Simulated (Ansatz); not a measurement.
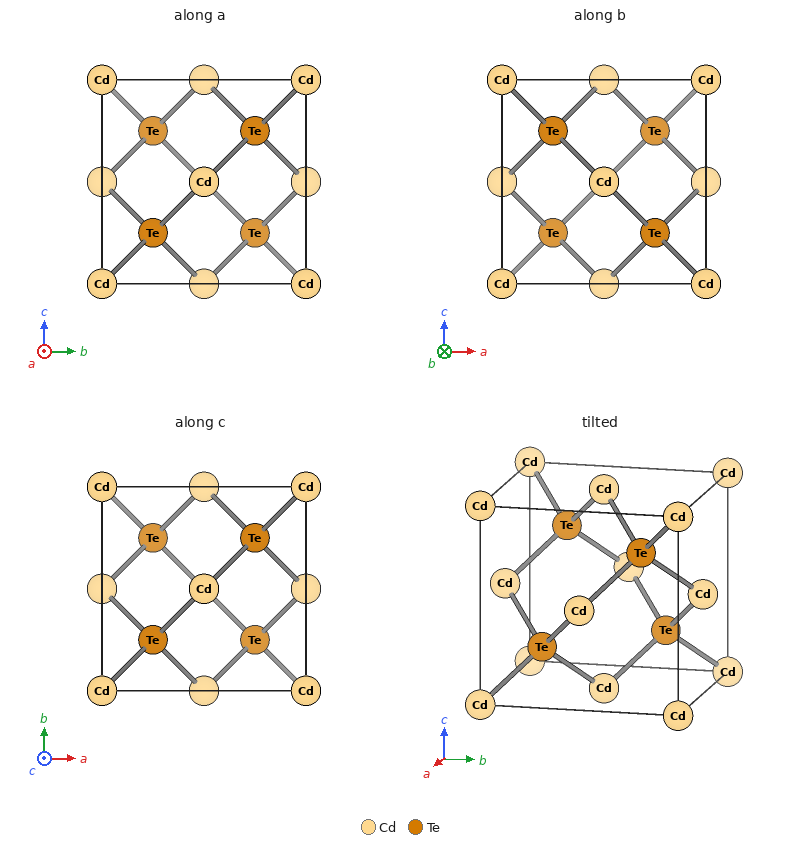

Drawn in the ball-and-stick manner and seen along the a axis, along the b axis, along the c axis and slightly off an axis. Atoms at the boundary of the conventional unit cell (the box) are drawn once for each face, edge or corner they touch.

Lattice parameters: a = 6.7699 Å, b = 6.7699 Å, c = 6.7699 Å, α = 90.000°, β = 90.000°, γ = 90.000°.

> Reconstruct the structure as a CIF with its space group and independent sites.

```cif
data_structure
_symmetry_space_group_name_H-M 'F -4 3 m'
_symmetry_Int_Tables_number 216
_cell_length_a 6.7699
_cell_length_b 6.7699
_cell_length_c 6.7699
_cell_angle_alpha 90.000
_cell_angle_beta 90.000
_cell_angle_gamma 90.000
_cell_volume 310.28
loop_
_atom_site_label
_atom_site_type_symbol
_atom_site_symmetry_multiplicity
_atom_site_Wyckoff_symbol
_atom_site_fract_x
_atom_site_fract_y
_atom_site_fract_z
_atom_site_occupancy
Cd1 Cd 4 a 0.0000 0.0000 0.0000 1
Te1 Te 4 d 0.2500 0.2500 0.7500 1
```

Source of the structure: a structure type known for this compound. The cell was then strained or its atoms displaced on purpose. It was run through Ansatz as a DFT input.
